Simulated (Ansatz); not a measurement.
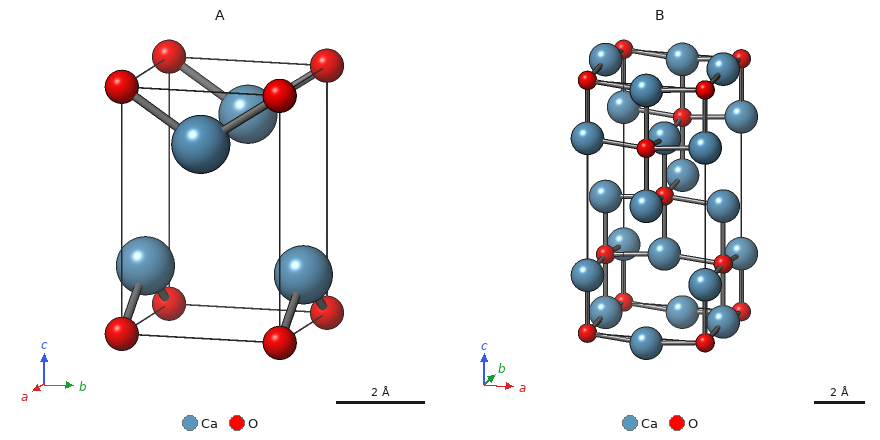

Two structures of Ca$_{2}$O, each relaxed to rest (conventional cells in solid outline, small ones repeated, not to one scale). Method: DFT PBE, scalar-relativistic, plane waves, PAW in Ansatz, without spin polarisation.

**Give the type and space group of each.**

A: 3 atoms a cell on a primitive tetragonal lattice, P-4m2. B: 12 atoms a cell on a body-centred tetragonal lattice, I4_1/amd.

**Which has the lower energy, and by how much?**

B is lower, by 36 meV/atom at this level of theory (energies at zero smearing). Volumes: A 27.5, B 21.7 Å³/atom.

One or both may be structure types tried for this composition rather than known phases.
